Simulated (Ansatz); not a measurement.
MoP: several calculations on one system

Part 1: Relaxation

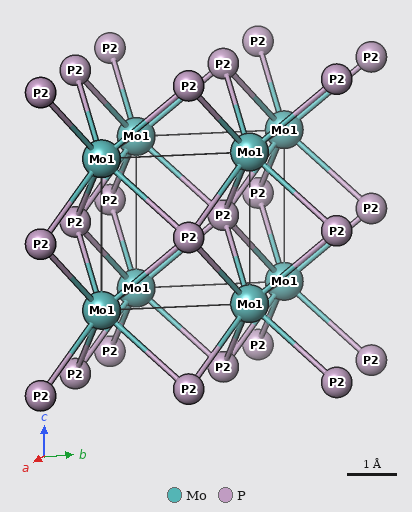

A crystal of MoP (set up in P-6m2), before the relaxation. A ball-and-stick model of the cell of the calculation, seen slightly off an axis.

The calculation used DFT PBEsol, scalar-relativistic, plane waves, PAW in Ansatz 0.2.0.

The input:
```yaml
crystal:
  lattice:
    - [3.2230000535, 0.0, 0.0]
    - [-1.6115000268, 2.7911999227, 0.0]
    - [0.0, 0.0, 3.191]
  atoms:
    - { symbol: Mo, position: [0.0, 0.0, 0.0] }
    - { symbol: P, position: [0.3333333333, 0.6666666667, 0.5] }
basis:
  ecutwfc: 420
kpoints:
  mp_grid: { grid: [15, 15, 14] }
hamiltonian:
  xc: pbesol
scf:
  occupations: { method: gaussian, width: 0.1 }
output:
  forces: true
  stress: true
  eigenvalues: true
relax:
  adjacent_minimum: "off"
  f_tol: 0.005
  max_steps: 80
  cell: { stress_tol: 0.05 }
```

**Predict the outcome.**

Over 3 accepted moves (4 points after the start) the energy falls by 5.3 meV per cell of the calculation. All forces vanish by symmetry, so only the cell relaxes. Pressure: −3.69 GPa at the start and 0.00 GPa at the end. At 1 point the geometry stayed and the basis and grid were re-selected for the new cell (energy shift of 0.1 meV per cell of the calculation at most each time). No atom moves by more than 0.005 Å relative to the cell. Cell: a = b 3.223 → 3.207 Å (−0.5 %), c 3.191 → 3.173 Å (−0.6 %). Volume −1.6 %. Among the contacts that change: Mo1–P2 2.451 → 2.438 Å. The space group stays P-6m2 (No. 187).

History of the run:

```tsv
step	E − E(0), meV/atom	pressure, GPa	volume, Å³/atom	note
0	0.00	-3.69	14.353	
1	-2.43	1.06	14.063	
2	-2.64	0.01	14.134	
3	-2.67	0.00	14.130	
4	-2.63	0.00	14.130	same geometry, new basis
```

Part 2: Relaxation

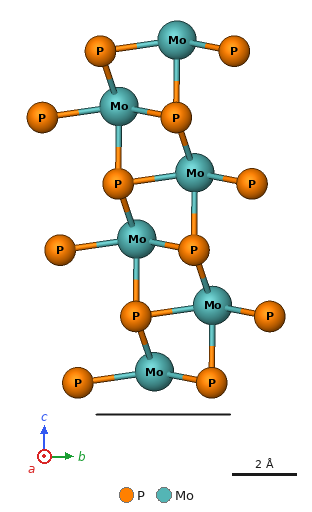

A slab of composition MoP (cut from the P-6m2 phase), before the relaxation. The picture is a ball-and-stick view of the 2 × 1 repeat of the cell, outlined in the plane, without the vacuum, seen along the a axis.

Case: (1 0 1) slab, atoms relaxed. The slab is the (1 0 1) face of MoP.

These are results of DFT PBEsol, scalar-relativistic, plane waves, PAW in Ansatz 0.2.0, not measurements.

Input file:
```yaml
crystal:
  lattice:
    - [3.2067708574, 0.0, 0.0]
    - [-1.6033854287, 4.2168894383, 0.0]
    - [0.0, 0.0, 25.7975039997]
  atoms:
    - { symbol: P, position: [0.4307180156, 0.8614360311, 0.2907258005] }
    - { symbol: Mo, position: [0.7168616187, 0.4337232373, 0.3042273617] }
    - { symbol: P, position: [0.1475796342, 0.2951592684, 0.371735168] }
    - { symbol: Mo, position: [0.4337232373, 0.8674464747, 0.3852367293] }
    - { symbol: P, position: [0.8644412529, 0.7288825058, 0.4527445356] }
    - { symbol: Mo, position: [0.150584856, 0.301169712, 0.4662460968] }
    - { symbol: P, position: [0.5813028716, 0.1626057431, 0.5337539032] }
    - { symbol: Mo, position: [0.8674464747, 0.7348929493, 0.5472554644] }
    - { symbol: P, position: [0.2981644902, 0.5963289805, 0.6147632707] }
    - { symbol: Mo, position: [0.5843080933, 0.1686161867, 0.628264832] }
    - { symbol: P, position: [0.0150261089, 0.0300522178, 0.6957726383] }
    - { symbol: Mo, position: [0.301169712, 0.602339424, 0.7092741995] }
basis:
  ecutwfc: 420
kpoints:
  mp_grid: { grid: [12, 8, 1] }
hamiltonian:
  xc: pbesol
scf:
  occupations: { method: gaussian, width: 0.1 }
output:
  forces: true
  eigenvalues: true
relax:
  adjacent_minimum: "off"
  f_tol: 0.02
  max_steps: 60
efield:
  axis: 3
  dipole_correction: true
```

Where does the relaxation end?

P11 moves most relative to the layer's centre: 0.22 Å at 27° to the normal (+c side). By element the largest moves are P 0.22 Å, Mo 0.20 Å. The lattice vectors keep their values. Near-neighbour distances that change, for instance: Mo10–P11 2.438 → 2.605 Å, P9–Mo12 2.438 → 2.289 Å, Mo10–Mo12 3.207 → 3.062 Å, Mo2–Mo4 3.207 → 3.067 Å. Bond angles that change, for instance: P9–Mo12–P11 81.2° → 91.4°, Mo10–P11–Mo12 135.4° → 126.4°, P1–Mo2–P3 135.4° → 142.8°. The energy falls by 0.411 eV per cell of the calculation in 4 accepted moves (5 points after the start). The largest force component goes from 2 to 0.019 eV/Å. 1 step only repeated the SCF at the same geometry. The run took roughly 11 core-minutes on a shared host.

History of the run:

```tsv
step	E − E(0), meV/atom	largest force component, eV/Å	note
0	0.00	2.0237	
1	-26.95	1.0868	
2	-33.16	0.2608	
3	-33.64	0.2965	
4	-34.25	0.0194	
5	-34.25	0.0193	same geometry, SCF repeated
```

After the run, drawn alike:

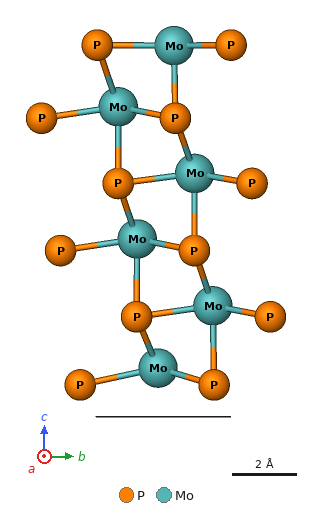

Part 3: A change

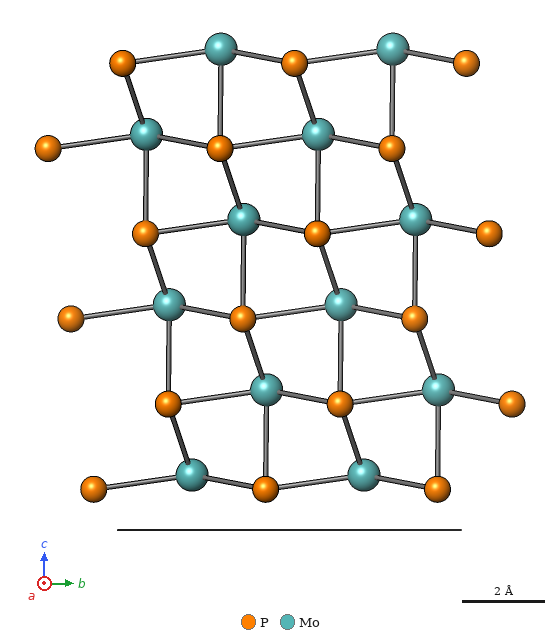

Reference structure: a (1 0 1) slab of MoP as cut from the relaxed bulk. The picture is a ball-and-stick view of the 2 × 2 repeat of the cell, outlined in the plane, without the vacuum, seen along the a axis.

These are results of DFT PBEsol, scalar-relativistic, plane waves, PAW (Ansatz 0.2.0), not measurements. (plane-wave cutoff 420 eV; occupations gaussian; smearing width 0.1 eV; no spin polarisation) The k-mesh is chosen for each cell (12×8×16, 12×8×1).

Now this is done to it. The atoms of the slab are relaxed at the bulk's in-plane cell.

Predict the response.

The surface energy (mean of the two faces) falls from 2.50 to 2.26 J/m². The top spacing, between the Mo and P planes, goes from 0.35 to -0.02 Å (−104.6 %), the bottom one (P to Mo) from 0.35 to 0.53 Å (+52.0 %). The cell stays as it was. A P atom moves most relative to the layer's centre: 0.22 Å at 27° to the normal (+c side). Largest moves by element: P 0.22 Å, Mo 0.20 Å. Some distances before and after: Mo–P 2.438 → 2.289 to 2.605 Å.

The changed structure in the same view:

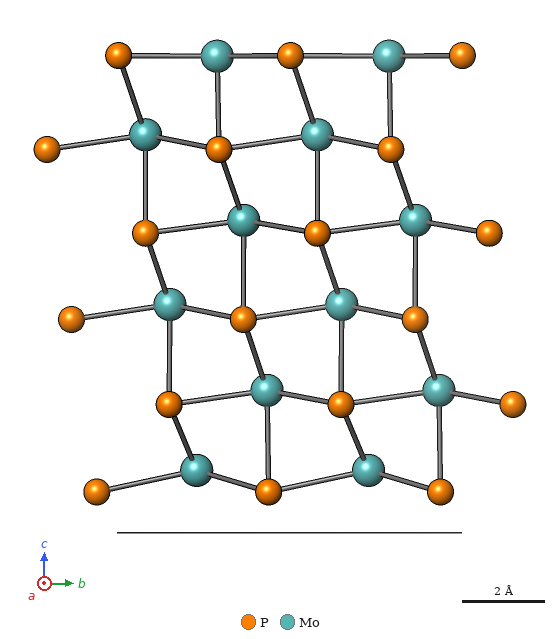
